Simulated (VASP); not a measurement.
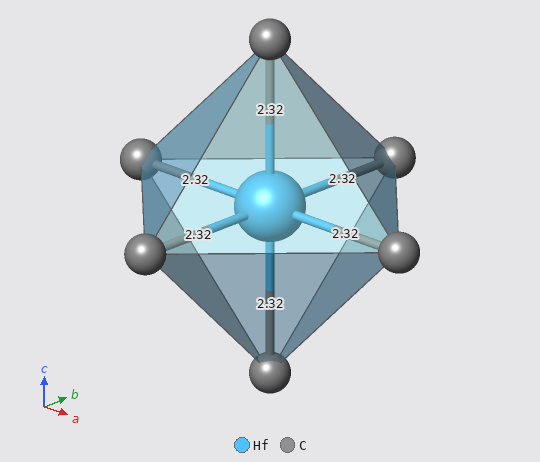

Coordination of Hf in HfC (Fm-3m); bond lengths in Å. Shape measures S are computed against regular polyhedra or, for capped shapes, the nearer of the equal-edge and equal-bond forms. Origin: the end point of a relaxation with VASP Kohn-Sham DFT of a periodic cell, optB86b-vdW, VASP PAW PBE potentials, recommended (VASP 6.6.1).

### Name the coordination polyhedron and say how regular it is.

HfC6: an essentially ideal octahedron (coordination number 6, S = 0.00; next best trigonal prism, S = 16.7).

### Does the central atom sit at the centroid of its ligands?

Yes, to within 0.01 Å; the site symmetry is m-3m.
